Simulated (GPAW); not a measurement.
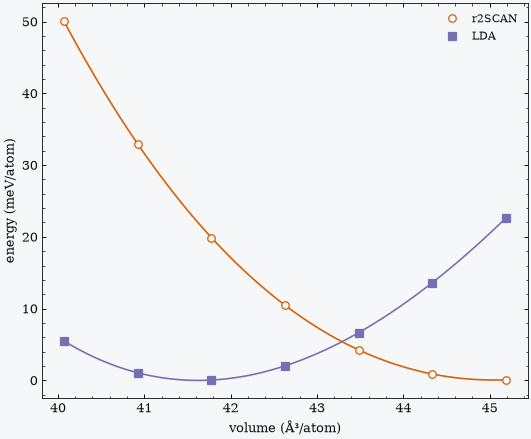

The picture above shows the energy against volume, with one curve for each functional, for I (space group Cmce).

How it was computed, with GPAW 26.7.0: PAW DFT in plane waves, on a grid or in atomic orbitals, no spin polarisation; energies at scaled volumes of the given cell, shape and fractions fixed, counted from the fit's minimum, third-order Birch-Murnaghan fit. All runs: no spin polarisation.

k mesh 6×6×3; occupations Fermi–Dirac; smearing width 0.05 eV; potentials GPAW PAW data sets (gpaw data 1.2.1); wave cutoff 600 eV.

Tabulate the plotted points.

r2SCAN:
```
volume (Å³/atom)  energy (meV/atom)
           40.07              50.07
           40.93              32.96
           41.78              19.90
           42.63              10.44
           43.48               4.21
           44.34               0.85
           45.19               0.03
```

LDA:
```
volume (Å³/atom)  energy (meV/atom)
           40.07               5.47
           40.93               1.06
           41.78               0.05
           42.63               2.03
           43.48               6.65
           44.34              13.60
           45.19              22.61
```

Caveats: the fit and the printed pressures don't fully agree, or the minimum lies near the end of the range (r2SCAN); shape and atomic fractions are frozen while scaling, which makes layered, chain and framework solids too stiff.
